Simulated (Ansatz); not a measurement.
# Calculations on Nb$_{16}$H

### Relaxation

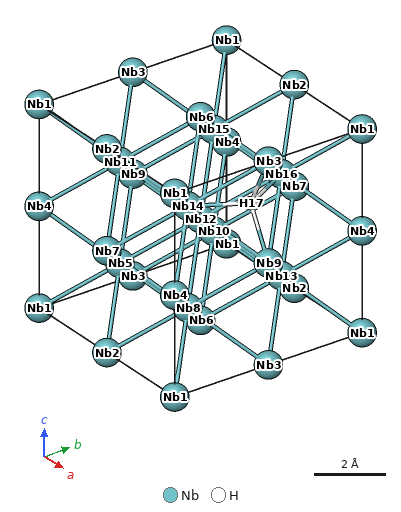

This is the input geometry for a relaxation of a defect cell of composition Nb₁₆H. A ball-and-stick model of the cell of the calculation, seen from a free direction.

It is an interstitial H in bcc Nb. The run prepares an end point of a later path (interstitial hop) calculation, from a guessed geometry.

All numbers below come from DFT PBE, scalar-relativistic, plane waves, PAW (Ansatz).

Input
```yaml
crystal:
  lattice:
    - [6.6, 0.0, 0.0]
    - [0.0, 6.6, 0.0]
    - [0.0, 0.0, 6.6]
  atoms:
    - { symbol: Nb, position: [0.0, 0.0, 0.0] }
    - { symbol: Nb, position: [0.5, 0.0, 0.0] }
    - { symbol: Nb, position: [0.0, 0.5, 0.0] }
    - { symbol: Nb, position: [0.0, 0.0, 0.5] }
    - { symbol: Nb, position: [0.25, 0.25, 0.25] }
    - { symbol: Nb, position: [0.5, 0.5, 0.0] }
    - { symbol: Nb, position: [0.5, 0.0, 0.5] }
    - { symbol: Nb, position: [0.75, 0.25, 0.25] }
    - { symbol: Nb, position: [0.0, 0.5, 0.5] }
    - { symbol: Nb, position: [0.25, 0.75, 0.25] }
    - { symbol: Nb, position: [0.25, 0.25, 0.75] }
    - { symbol: Nb, position: [0.5, 0.5, 0.5] }
    - { symbol: Nb, position: [0.75, 0.75, 0.25] }
    - { symbol: Nb, position: [0.75, 0.25, 0.75] }
    - { symbol: Nb, position: [0.25, 0.75, 0.75] }
    - { symbol: Nb, position: [0.75, 0.75, 0.75] }
    - { symbol: H, position: [0.8805369, 0.4921806, 0.7443206] }
basis:
  ecutwfc: 420.0
kpoints:
  mp_grid: { grid: [3, 3, 3] }
hamiltonian:
  xc: pbe
scf:
  occupations: { method: gaussian, width: 0.15 }
  lower_state_search: "off"
relax:
  f_tol: 0.03
  max_steps: 60
  adjacent_minimum: "off"
```

Run as
```bash
ansatz run input.yaml --threads 4 --pin off --max-ram 10240MiB --backend cpu --events-out ev --progress --plain --runs-dir out
```

**What does the optimiser find from here?**

The largest move is that of H17, 0.068 Å along [−2 3 2]. By element the largest moves are H 0.068 Å, Nb 0.061 Å. The lattice vectors keep their values. Some distances before and after: Nb9–H17 1.796 → 1.900 Å, Nb3–Nb14 2.858 → 2.951 Å, Nb14–Nb16 3.300 → 3.212 Å, Nb14–H17 1.816 → 1.901 Å. Among the angles between lasting bonds that change: Nb3–H17–Nb16 98.5° → 101.8°, Nb9–H17–Nb14 104.6° → 101.9°, Nb3–H17–Nb9 128.8° → 126.1°. The energy falls by 0.149 eV per cell of the calculation in 2 accepted moves (4 points after the start). The largest force component goes from 1.3 to 0.006 eV/Å. The line search rejected the trial step at point 1 of the run. 1 step only repeated the SCF at the same geometry.

Final geometry:

```
CELL_PARAMETERS angstrom
6.60000 0.00000 0.00000
0.00000 6.60000 0.00000
0.00000 0.00000 6.60000
ATOMIC_POSITIONS crystal
Nb 0.99860 0.99957 0.99959
Nb 0.49804 0.99953 0.99942
Nb 0.00590 0.49955 0.00634
Nb 0.99863 0.99956 0.49977
Nb 0.25263 0.24981 0.24965
Nb 0.50026 0.49954 0.00060
Nb 0.49805 0.99953 0.49997
Nb 0.75195 0.24972 0.24969
Nb 0.00595 0.49955 0.49294
Nb 0.25264 0.74933 0.24966
Nb 0.25031 0.24853 0.74967
Nb 0.50027 0.49954 0.49875
Nb 0.75199 0.74937 0.24969
Nb 0.74475 0.24285 0.74969
Nb 0.25032 0.75056 0.74967
Nb 0.74480 0.75616 0.74968
H 0.87547 0.49948 0.74954
```

After the run, drawn alike:

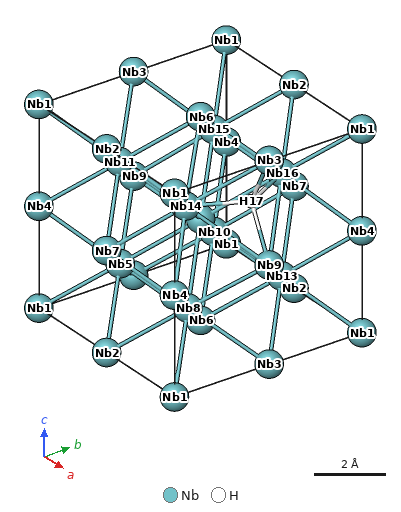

Limits of the set-up: the periodic images lie only 6.6 Å apart, so the values are limited by the cell's size.

### Relaxation

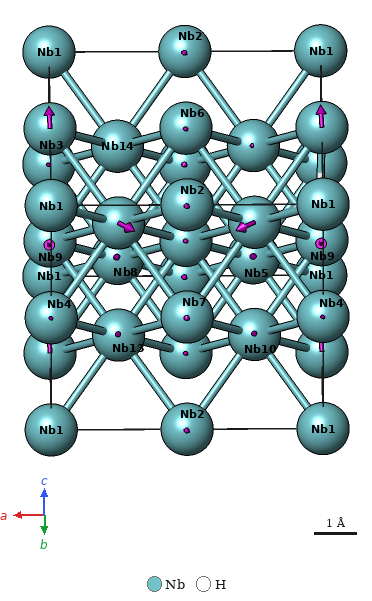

This is a relaxation of a defect cell of composition Nb$_{16}$H. The starting structure is drawn; purple arrows show the displacements, 10 times their true length.

Style: ball-and-stick. Shown: the cell of the calculation, from a free direction.

It is an interstitial H in bcc Nb. The run prepares an end point of a later path (interstitial hop) calculation, from a guessed geometry.

Computed with Ansatz 0.2.0, DFT PBE, scalar-relativistic, plane waves, PAW. (plane-wave cutoff 420 eV; k-point mesh 3 × 3 × 3; occupations gaussian; smearing width 0.15 eV; no spin polarisation; atoms relaxed in a fixed cell; force threshold 0.03 eV/Å; at most 60 steps)

**What happened in the run?**

The largest moves, 0.060 Å, are those of Nb and H atoms. By element the largest moves are H 0.060 Å, Nb 0.060 Å. The cell stays as it was. Among the contacts that change: Nb–Nb 2.858 → 2.951 Å, H–Nb 1.809 → 1.900 Å, Nb–Nb 3.300 → 3.212 Å, H–Nb 1.856 → 1.901 Å. Bond angles that change, for instance: Nb–H–Nb 98.9° → 101.8°, Nb–H–Nb 104.3° → 101.9°, Nb–H–Nb 128.3° → 126.1°. Over 2 accepted moves (4 points after the start) the energy falls by 0.145 eV per cell of the calculation. The largest force component goes from 1.2 to 0.0066 eV/Å. The line search rejected the trial step at point 1 of the run. 1 step only repeated the SCF at the same geometry. The run took 26 s on 4 threads of Intel(R) Xeon(R) 6975P-C (Granite Rapids), with other jobs on the host, peak memory 1.2 GiB.

Limits of the set-up: the periodic images lie only 6.6 Å apart, so the values are limited by the cell's size.

### Path

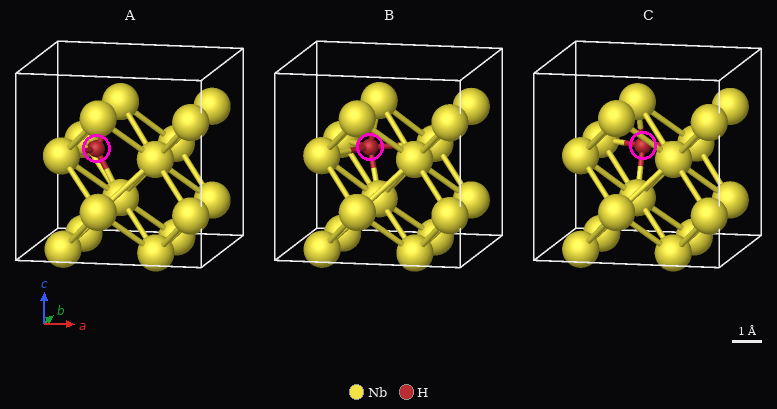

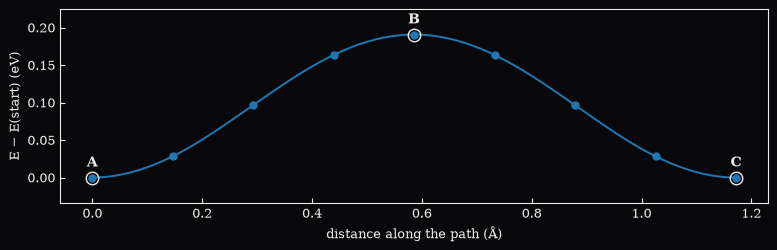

A nudged-elastic-band calculation for Nb with an interstitial H (17 atoms in the cell). Images are numbered from 0 (start) to 8 (end). Frames A to C are images 0, 4, 8. The picture is a ball-and-stick view of the simulation cell (origin moved), seen slightly off an axis. The moving atom is ringed, with any periodic copies. Bonds to atoms that aren't drawn are left out.

Level of theory: Ansatz, DFT PBE, scalar-relativistic, plane waves, PAW. Settings: plane-wave cutoff 420 eV; k-point mesh 3 × 3 × 3; Gaussian smearing 0.15 eV; 7 movable images; climbing image; force threshold 0.03 eV/Å; iteration limit 73; spring constant 10.0 eV/Å²; starting path by image-dependent pair potential.

What happens along the path, and what is the barrier?

Answer. The barrier is about 0.191 eV in both directions, with image 4 at the top; the ends have the same energy. The H atom travels furthest, 1.17 Å from end to end, along [1 1 0], on a straight line. At the highest image its nearest neighbour (Nb) is 1.83 Å away, against 1.90 Å at the start, and the surrounding atoms stand up to 0.04 Å off the mean of their end positions. The band converged in 6 iterations. The largest component of the band force went from 0.69 to 0.019 eV/Å. The climbing image converged on the top of the path. A check of its curvatures didn't confirm a first-order saddle.

Limits of the set-up: the periodic images lie only 6.6 Å apart, so the values are limited by the cell's size.

The run took 7.6 min on 4 threads of Intel(R) Xeon(R) 6975P-C (Granite Rapids), on a shared host, peak memory 3.7 GiB.
